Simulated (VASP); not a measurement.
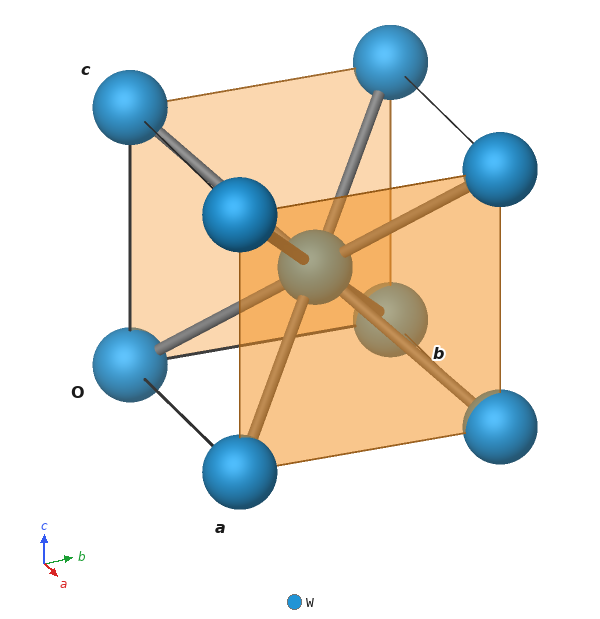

Every member of one family of equally spaced planes, hx + ky + lz = a whole number, that cuts the unit cell is shaded (one member passes through the origin O). Crystal: W, the geometry relaxed with VASP Kohn-Sham DFT of a periodic cell, AM05, VASP PAW PBE potentials, recommended in VASP. All values are computed from the atomic coordinates in the standard setting (tolerance 0.002 Å).

a = 3.152 Å, b = 3.152 Å, c = 3.152 Å, α = 90.00°, β = 90.00°, γ = 90.00°.

> Index the planes.

(1 0 0); the opposite sign names the same planes. The member next to the origin meets the axes a at 1, b never, c never.

> What is the spacing?

d = 3.152 Å.

> Which atoms of the cell lie in these planes (within 0.03 Å)?

1 of the 2 W.
